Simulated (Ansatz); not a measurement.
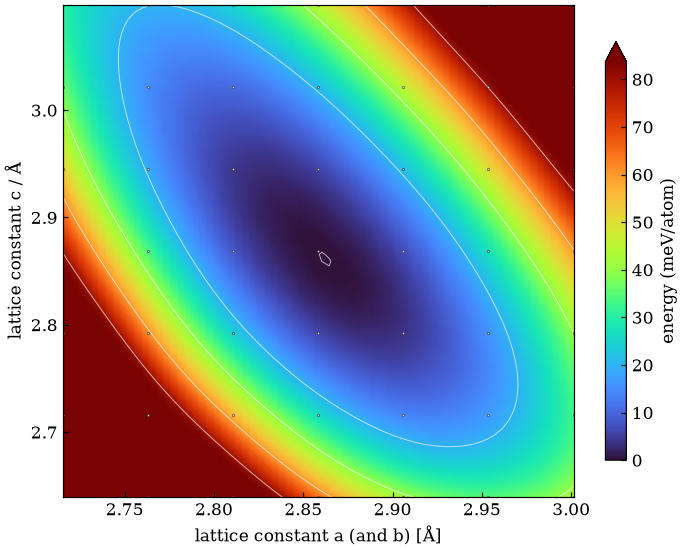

AlNi (P4/mmm, No. 123; 2 atoms in the cell). The energy is mapped over the lattice constants a and c of the conventional cell. First axis: lattice constant a (and b). Second axis: lattice constant c. Nothing is relaxed (symmetry fixes all fractional coordinates). Grid: 7 × 7 points. Points are written as (first, second). Energies are in meV/atom, from the lowest grid point. The runs have no spin polarisation; a magnetic state may lie lower. This map comes from Ansatz 0.2.0, DFT PBEsol, scalar-relativistic, plane waves, PAW. Settings: cutoff 520 eV, k-mesh 16×16×16, gaussian smearing 0.15 eV, no spin polarisation.

In the figure: a smooth colour map with a few white contour lines, dots at the grid points, one colour for all values above the top of the scale. Between grid points the surface is interpolated.

The lowest grid point is at (2.858 Å, 2.869 Å). No other kind of well shows on this grid. The highest grid point, (2.716 Å, 2.639 Å), lies 256 meV/atom above the lowest. Round the minimum the valley is strongly tilted: raising lattice constant a (and b) shifts the best value of lattice constant c downwards (coupling k₁₂/√(k₁₁k₂₂) about 0.7).

The level of theory is changed to DFT PBE, scalar-relativistic, plane waves, PAW in Ansatz 0.2.0; with it change the cell, relaxed at the new level (first cell vector 2.889 Å, before 2.858 Å); the new grid has 7 × 7 points, laid about the new relaxed structure.

> What does this change do to the map?

The minimum (interpolated where it lies between grid points) moves from about (2.862 Å, 2.863 Å) to about (2.892 Å, 2.894 Å). The curvature at the minimum changes by less than a tenth (about 12) eV/Å² along lattice constant a (and b) and by less than a tenth (about 3.8) eV/Å² along lattice constant c (per cell).

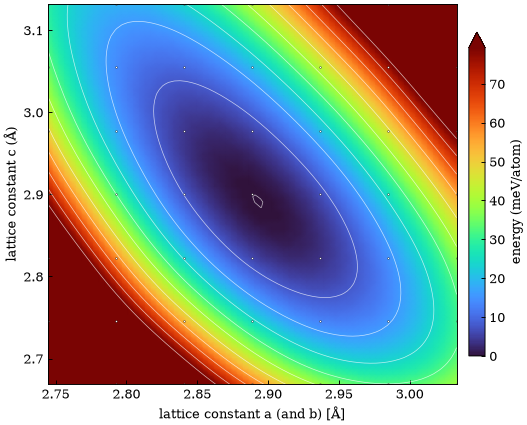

The map after the change, on a colour scale of its own. Drawn: a smooth colour map with a few white contour lines, dots at the grid points, one colour for all values above the top of the scale. Between grid points the surface is interpolated.

PAW datasets: the set soft_1.
